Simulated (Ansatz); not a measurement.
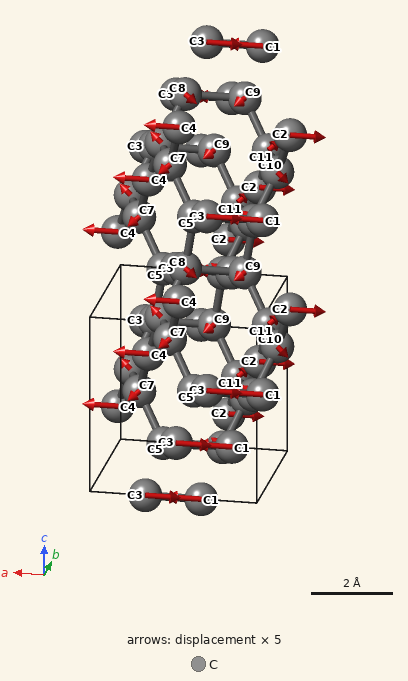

A relaxation of solid C (a generated structure, set up in Pmna) (coarse preliminary run). The starting structure is drawn; red arrows show the displacements (the part carried along by the change of the cell is left out), magnified 5 times.

A ball-and-stick model of the cell of the calculation, repeated 1 × 2 × 2 with one cell outlined, seen from a free direction.

Level of theory: DFT PBE, scalar-relativistic, plane waves, PAW (Ansatz 0.2.0). (plane-wave cutoff 420 eV; k-point mesh 4 × 4 × 4; occupations gaussian; smearing width 0.1 eV; no spin polarisation; cell and atoms relaxed; force threshold 0.04 eV/Å; at most 70 steps)

### Describe the change and its energy.

The largest moves relative to the cell, 0.18 Å, are those of C atoms. The volume changes by +27.0 %, with a 4.210 → 5.012 Å (+19.1 %), b 3.825 → 3.947 Å (+3.2 %), c 4.590 → 4.744 Å (+3.4 %). Some distances before and after: C–C 1.503 → 1.674 Å, C–C 1.461 → 1.566 Å, C–C 1.410 → 1.317 Å, C–C 1.452 → 1.536 Å. Among the angles between lasting bonds that change: C–C–C 176.3° → 166.7°, C–C–C 114.5° → 123.4°, C–C–C 118.7° → 113.4°. The space group stays Pmna (No. 53). The energy falls by 357 meV per atom in 8 accepted moves (10 points after the start). Largest force component: 4.2 eV/Å at the start, 0.02 eV/Å at the end. The pressure goes from 64.67 to 0.04 GPa. At 2 points the geometry stayed and the basis and grid were re-selected for the new cell (energy shift of 25.4 meV per atom at most each time).
